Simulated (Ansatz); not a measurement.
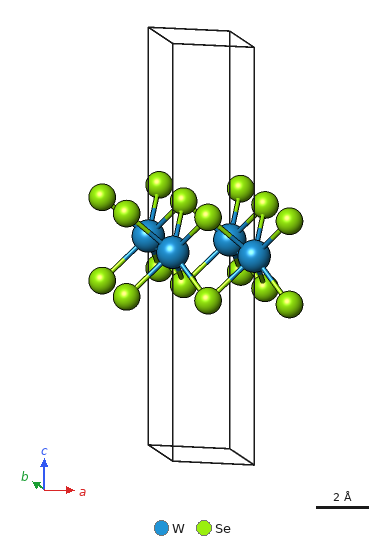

A ball-and-stick picture of a crystal structure, seen from the side at a slight tilt. One simulation cell is framed, with atoms on its boundary repeated. Atoms outside the box are added where they are bonded to one inside.

WSe₂, a = 3.21 Å, b = 3.21 Å, c = 16.41 Å, α = 90.00°, β = 90.00°, γ = 120.00°.

Electronic-structure method: DFT r2SCAN, scalar-relativistic, plane waves, PAW in Ansatz 0.2.0. Parameters: a 500 eV plane-wave basis, k-points on a 12×12×2 grid, Gaussian smearing of 0.05 eV, no spin polarisation.

**Does it come out as a metal, or with a gap?**

A semiconductor at this level, with a gap of 1.93 eV on the k-mesh (the true edges may lie between mesh points, so the gap can be somewhat smaller).

Starting structure: a structure listed in the Materials Project. The cell was then strained or its atoms displaced on purpose. A calculation with Ansatz used it as input.

At this level of theory the run's own cell isn't at rest (compressed, at 5 GPa and forces up to 1.2 eV/Å), so its distances can differ from those at equilibrium, the more so the softer the solid.
